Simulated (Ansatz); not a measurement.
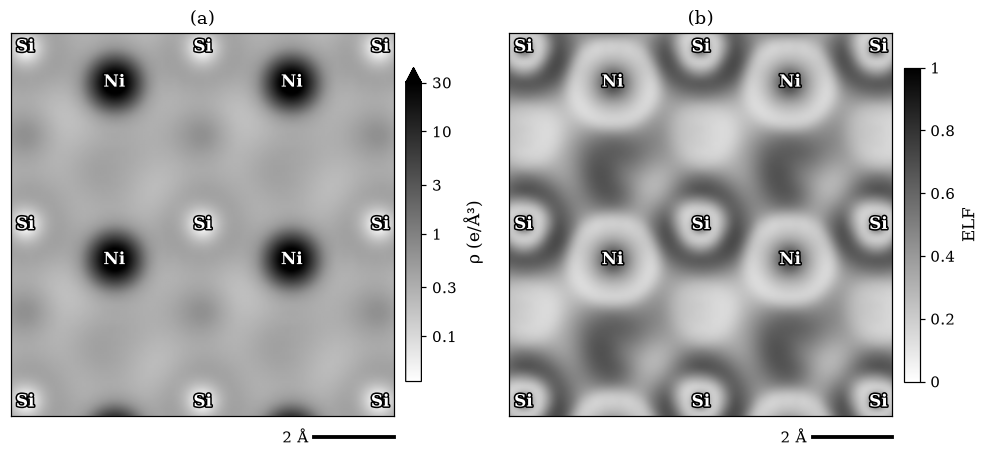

The picture shows: SiNi. (a) valence electron density; (b) ELF on the (010) plane of the conventional cell.

Space group P2₁3; computed without spin polarisation.

The calculation used DFT r2SCAN, scalar-relativistic, plane waves, PAW in Ansatz.

In a PAW calculation such maps are meaningful between the atoms, not at the nuclei.

**What does the map show?**

- The plane passes through Si and Ni nuclei.
- Atoms just off the plane (Si, 0.9 Å away and Ni, 0.9 Å away) can leave unmarked features too.
- Si–Ni (2.38 Å): ρ at the midpoint is about 0.42 e/Å³; the ELF peaks at about 0.65 in the valence shell of Si, 0.9 Å from its nucleus, and is about 0.45 at the midpoint.
- Between the atoms the lowest density in this plane is 0.2 e/Å³.
- The features right at Ni lie inside the PAW spheres, where the map follows smoothed inner orbitals and isn't to be read closely.

**Metal or insulator at this level of theory?**

It is gapless in this calculation (a metal or semimetal).
